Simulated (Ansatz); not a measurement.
**Single-point calculation of Hf2S**

System: Hf2S (6 atoms in the cell).
Method: DFT r2SCAN, scalar-relativistic, plane waves, PAW, no spin polarisation (Ansatz 0.2.0).

The structure derives from a Materials Project entry. Figures and captions count atoms from 1; the log counts them from 0 in places.

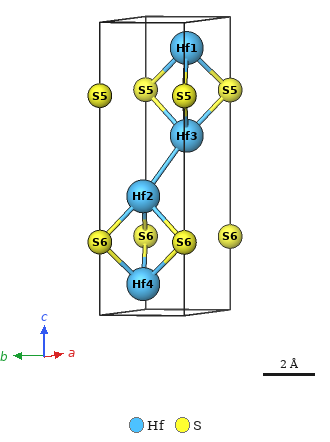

The structure (ball-and-stick view of the cell of the calculation, seen at an oblique angle; atoms are numbered from 1 in the order of the input). Near neighbours in the crystal (not all of them lie inside the picture): Hf has 3 Hf at 3.05 Å and 3 S at 2.62 Å; S has 6 Hf at 2.62 Å.

### Key numbers

```json
{"quantity": "outcome", "value": "converged"}
{"quantity": "space group (tolerance 0.01 Å)", "value": "P6₃/mmc (194)"}
{"quantity": "electrons treated", "value": "116"}
{"quantity": "free energy", "value": "−64750.9167 eV"}
{"quantity": "Fermi energy", "value": "18.473 eV"}
{"quantity": "gap on the k-point mesh", "value": "none (metallic)"}
{"quantity": "pressure", "value": "0.82 GPa"}
{"quantity": "largest force (length of the vector)", "value": "0.043 eV/Å"}
{"quantity": "hardware", "value": "1 thread of Oxide Virtual Turin-like (Zen 5), 32 GiB of memory available, shared host"}
{"quantity": "wall time", "value": "19 s"}
{"quantity": "peak memory", "value": "0.71 GiB"}
```

### Notes

Spin–orbit coupling is left out, which matters for Hf.

### Input
```yaml
crystal:
  lattice:
    - [3.3742737662, 0.0, 0.0]
    - [-1.6871368831, 2.9222068008, 0.0]
    - [0.0, 0.0, 11.71740703]
  atoms:
    - { symbol: Hf, position: [0.66666667, 0.33333333, 0.89981164] }
    - { symbol: Hf, position: [0.33333333, 0.66666667, 0.39981164] }
    - { symbol: Hf, position: [0.66666667, 0.33333333, 0.60018836] }
    - { symbol: Hf, position: [0.33333333, 0.66666667, 0.10018836] }
    - { symbol: S, position: [0.0, 0.0, 0.75] }
    - { symbol: S, position: [0.0, 0.0, 0.25] }
basis:
  ecutwfc: 500
kpoints:
  mp_grid: { grid: [6, 6, 2] }
hamiltonian:
  xc: r2scan
scf:
  occupations: { method: gaussian, width: 0.1 }
output:
  forces: true
  stress: true
  eigenvalues: true
```

Run as:
```bash
ansatz run input.yaml --threads 1 --pin off --max-ram 2560MiB --backend cpu --events-out ev --progress --plain --runs-dir out
```

### Output
```
Engine: ansatz 0.2.0, x86_64-unknown-linux-gnu
Pseudopotentials: kind: paw
Pseudopotential: Hf, paw, valence charge 26, recommended cutoff 500 eV (meta_gga), Hf.paw.azcp
Pseudopotential: S, paw, valence charge 6, recommended cutoff 500 eV (meta_gga), S.paw.azcp
Functional definition: r2SCAN
  parameter k0 = 0.174
  parameter k1 = 0.065
  parameter a1 = 4.9479
  exchange = r2scan_x(k0 = k0, k1 = k1, a1 = a1)
  correlation = r2scan_c
Crystal: 6 atoms, lattice volume = 115.537 Å³
Basis set: ecut = 500 eV, 2923 PW (Γ), exchange–correlation on 100×100×360 points (64 copies of the dense FFT grid, shifted against one another)
Bands: 70, of which v1, the nominal top of the filled ones, is band 58 counted from 1 (57 counted from 0)
Symmetry: 24 space group operations
Space group: P63/mmc (ITA 194), of the structure as read, at distance tolerance 4.9e-5 Å
k-points: 14 of 72
Non-local potential: Hf, projectors of the file, l = 0: 3, l = 1: 2, l = 2: 2, l = 3: 3
Non-local potential: S, projectors of the file, l = 0: 2, l = 1: 2, l = 2: 2
PAW form: soft (Blöchl's): semilocal exchange-correlation on the pseudo side does not see the compensation charge
PAW frozen core: Hf, regenerated for the run's functional (the file was generated under x = pbe(κ = 0.804, μ = 0.2195149727645171), c = pbe(β = 0.06672455060314922))
PAW frozen core: S, regenerated for the run's functional (the file was generated under x = pbe(κ = 0.804, μ = 0.2195149727645171), c = pbe(β = 0.06672455060314922))
PAW one-centre angular grid: Hf, 974 points (default); XC on 160 Gauss nodes
PAW one-centre angular grid: S, 302 points (default); XC on 160 Gauss nodes
Initial density: superposition of atomic densities (neutral atoms: chi_scale 0, normalization atom), corrected by the library's trained network
Initial wavefunctions: pseudopotential atomic-orbital guess
Functional: x = r2scan, c = r2scan; τ floored in thin density (d = 2e-4 eV/Å³)
SCF iter   1: F=—  HF=-64750.826898 eV  |F-HF|=—  |Δ(HF+E_count)|=         —  Δρ=9.20e-3  dr2=1.13e-1  dr2_τ=1.14e-1  ethr=1.77e-3  ⟨swp⟩=5.0  Hψ=3166  notcnv=0  defer=4
preconditioner: auto → Resta (q_TF=auto, 2.730 Å⁻¹)  ε∞=5.0  [insulator: Δε(μ)=0.126 eV  Ē_g=17.999 eV  σ=0.100 eV  W_gap=0.58  n_scr=52 (ndim 8)  ℏωp=35.9 eV  f_vac=0.000  D(μ)=2.78/eV (n_scr^D=6)  ε∞_Penn≈5.0]
SCF iter   2: F=—  HF=-64750.914480 eV  |F-HF|=—  |Δ(HF+E_count)|=   8.76e-2  Δρ=5.23e-3  dr2=3.27e-2  dr2_τ=4.69e-3  ethr=9.77e-5  ⟨swp⟩=2.0  Hψ=2036  notcnv=0  defer=78
SCF iter   3: F=—  HF=-64750.913356 eV  |F-HF|=—  |Δ(HF+E_count)|=   1.12e-3  Δρ=3.64e-3  dr2=1.62e-2  dr2_τ=6.25e-4  ethr=2.82e-5  ⟨swp⟩=2.0  Hψ=1304  notcnv=0  defer=64
automatic band count: iteration 3 solves 69 bands in place of 70: the levels show a gap, and the empty bands left out lie too high to hold charge; the band table lists the bands solved (type scf.n_extra_bands for more)
SCF iter   4: F=—  HF=-64750.916453 eV  |F-HF|=—  |Δ(HF+E_count)|=   3.10e-3  Δρ=8.23e-4  dr2=1.38e-3  dr2_τ=8.81e-5  ethr=1.39e-5  ⟨swp⟩=2.0  Hψ=1488  notcnv=0  defer=64
SCF iter   5: F=—  HF=-64750.916657 eV  |F-HF|=—  |Δ(HF+E_count)|=   2.03e-4  Δρ=2.30e-4  dr2=8.90e-5  dr2_τ=1.39e-6  ethr=1.19e-6  ⟨swp⟩=2.0  Hψ=1472  notcnv=0  defer=64
SCF iter   6: F=—  HF=-64750.916709 eV  |F-HF|=—  |Δ(HF+E_count)|=   5.27e-5  Δρ=6.88e-5  dr2=7.46e-6  dr2_τ=4.78e-7  ethr=7.67e-8  ⟨swp⟩=2.0  Hψ=1491  notcnv=0  defer=64
SCF iter   7: F=—  HF=-64750.916713 eV  |F-HF|=—  |Δ(HF+E_count)|=   3.52e-6  Δρ=1.42e-5  dr2=2.54e-7  dr2_τ=2.93e-8  ethr=6.43e-9  ⟨swp⟩=2.0  Hψ=1500  notcnv=0  defer=64
SCF iter   8: F=-64750.916713 eV  HF=-64750.916713 eV  |F-HF|=4.55e-9  |Δ(HF+E_count)|=   2.49e-7  Δρ=3.46e-6  dr2=1.30e-8  dr2_τ=2.73e-10  ethr=8.62e-11  ⟨swp⟩=8.4  Hψ=4197  notcnv=0
SCF 1 converged in 8 iterations: F = -64750.916713 eV  dr2 = 1.30e-8
  greatest PAW one-centre occupation: 0.998 electrons in one spin orbital (limit 2), on the Hf atom at site 3 (counted from 0), in its partial waves of l = 3
SCF converged after 8 iterations
Free energy (F): -64750.916713 eV
Harris-Foulkes:  -64750.916713 eV  (|F-HF|=4.55e-9)
Internal energy: -64750.903052 eV  (E = F + TS)
E sigma→0 (E₀):  -64750.909883 eV
Entropy (-TS):   -0.013661 eV (-2.277 meV/atom)
Fermi energy:    18.473222 eV
--- Per-component energies (eV) ---
  E_band       = 10.034698
  E_kinetic    = 1913.540493
  E_local      = -22269.365082  (includes V_loc(G=0)·N_el)
  E_nonlocal   = -4939.513852
  E_hartree    = 10463.085731
  E_xc         = -1319.751066
  E_vxc        = -1365.121701  (∫ρ·V_xc dr)
  E_paw        = -29025.745437  (= ΣΔE_a)
  E_vpaw       = 5678.363057  (= ΣTr[D̂ρ^β])
  E_aug_tail   = -0.000002  (compensation charges beyond the density's cutoff)
  E_vtau       = 65.962865  (kinetic-family band-sum trace: ∫τ·v_τ [+ j·A + Jᵃ·Aᵃ] dr)
  E_ewald      = -19574.220391
  E_core_change = 1.066554  (= ΣΔE_core)
  E_smearing   = -0.013661  (= −TS)
  E_closure    = -0.000000  (closes the sum)
  Σ components = -64750.916713   (vs F -64750.916713, Δ=0.00e0)
--- Forces (eV/Å), atoms counted from 1 ---
  atom   1  Hf    -0.00000000     0.00000000    -0.04314888
  atom   2  Hf     0.00000000     0.00000000    -0.04314888
  atom   3  Hf     0.00000000     0.00000000     0.04314888
  atom   4  Hf     0.00000000     0.00000000     0.04314888
  atom   5  S      0.00000000     0.00000000     0.00000000
  atom   6  S     -0.00000000    -0.00000000     0.00000000
  max |Σ_I F_I| component: 2.78e-17 eV/Å
--- Stress (GPa, compression-positive) ---
        0.872706       0.000000      -0.000000
        0.000000       0.872706       0.000000
       -0.000000       0.000000       0.723886
  P = ⅓ Tr σ = 0.8231 GPa (8.231 kbar)
--- Band table (eV; the first three rows and the last of 14) ---
  k-point 0: bands = ["-45.5903", "-45.5871", "-45.5392", "-45.5360", "-13.9876", "-13.8686", "-13.5136", "-13.4424", "-13.4424", "-13.4329", "-13.4329", "-13.3831", "-13.3382", "-13.3382", "-13.3285", "-13.3285", "2.2120", "2.3331", "5.9712", "5.9775", "5.9775", "5.9835", "5.9908", "5.9908", "5.9914", "5.9914", "5.9972", "5.9972", "6.0010", "6.0036", "6.0107", "6.0211", "6.0228", "6.0228", "6.0236", "6.0248", "6.0262", "6.0262", "6.0319", "6.0319", "6.0376", "6.0376", "6.0655", "6.0656", "6.0695", "6.0696", "10.1884", "11.1650", "13.6160", "14.7274", "14.7274", "14.9112", "14.9112", "15.3092", "16.6406", "18.2335", "18.5729", "18.9916", "18.9916", "19.0953", "19.0953", "19.3971", "19.3971", "20.5881", "20.5881", "21.2198", "21.3945", "21.3945", "21.9609"]
  k-point 1: bands = ["-45.5888", "-45.5888", "-45.5376", "-45.5376", "-13.9360", "-13.9360", "-13.4404", "-13.4404", "-13.4378", "-13.4378", "-13.4378", "-13.4378", "-13.3331", "-13.3331", "-13.3331", "-13.3331", "2.2717", "2.2717", "5.9758", "5.9758", "5.9828", "5.9828", "5.9828", "5.9828", "5.9947", "5.9947", "5.9947", "5.9947", "6.0039", "6.0039", "6.0137", "6.0137", "6.0264", "6.0264", "6.0281", "6.0281", "6.0281", "6.0281", "6.0322", "6.0322", "6.0322", "6.0322", "6.0655", "6.0655", "6.0695", "6.0695", "10.5979", "10.5979", "14.4761", "14.4761", "14.8160", "14.8160", "14.8160", "14.8160", "17.1887", "17.1887", "18.9410", "18.9410", "18.9410", "18.9410", "20.0033", "20.0033", "20.1900", "20.1900", "20.1900", "20.1900", "21.2865", "21.2866", "21.2866"]
  k-point 2: bands = ["-45.5825", "-45.5794", "-45.5375", "-45.5343", "-13.9499", "-13.8416", "-13.6239", "-13.5662", "-13.4729", "-13.4629", "-13.4446", "-13.4149", "-13.4105", "-13.3512", "-13.3504", "-13.3409", "2.4825", "2.5561", "5.9788", "5.9793", "5.9794", "5.9878", "5.9884", "5.9925", "5.9929", "5.9960", "5.9986", "6.0028", "6.0076", "6.0128", "6.0151", "6.0193", "6.0204", "6.0227", "6.0243", "6.0254", "6.0295", "6.0302", "6.0307", "6.0315", "6.0362", "6.0369", "6.0568", "6.0573", "6.0595", "6.0601", "10.7700", "11.5156", "13.0705", "13.5850", "14.5094", "14.6582", "14.6877", "15.8618", "16.0296", "17.2953", "18.4115", "18.4510", "18.8833", "19.3665", "19.4740", "19.7660", "20.2485", "20.4394", "21.1805", "21.1989", "21.2625", "21.3780", "21.6053"]
  k-point 13: bands = ["-45.5433", "-45.5433", "-45.5403", "-45.5403", "-13.8130", "-13.8130", "-13.7759", "-13.7759", "-13.7486", "-13.7486", "-13.5465", "-13.5465", "-13.4732", "-13.4732", "-13.4284", "-13.4284", "3.5230", "3.5230", "5.9878", "5.9878", "5.9977", "5.9977", "5.9988", "5.9988", "6.0014", "6.0014", "6.0087", "6.0087", "6.0111", "6.0111", "6.0160", "6.0160", "6.0177", "6.0177", "6.0222", "6.0222", "6.0307", "6.0307", "6.0324", "6.0324", "6.0524", "6.0524", "6.0526", "6.0526", "6.0730", "6.0730", "11.6613", "11.6613", "11.8272", "11.8272", "12.5146", "12.5146", "16.6258", "16.6258", "17.0786", "17.0786", "17.5197", "17.5197", "18.7859", "18.7859", "20.8795", "20.8795", "21.4618", "21.4618", "21.9308", "21.9308", "22.6996", "22.6996", "22.8557"]
```

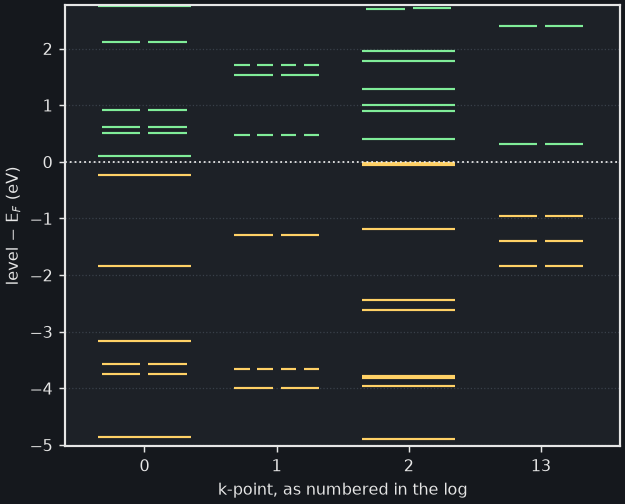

Kohn–Sham levels near the Fermi level (dotted) at the few k-points that the log prints; levels within 0.02 eV of each other stand side by side. The system is metallic on the full mesh.
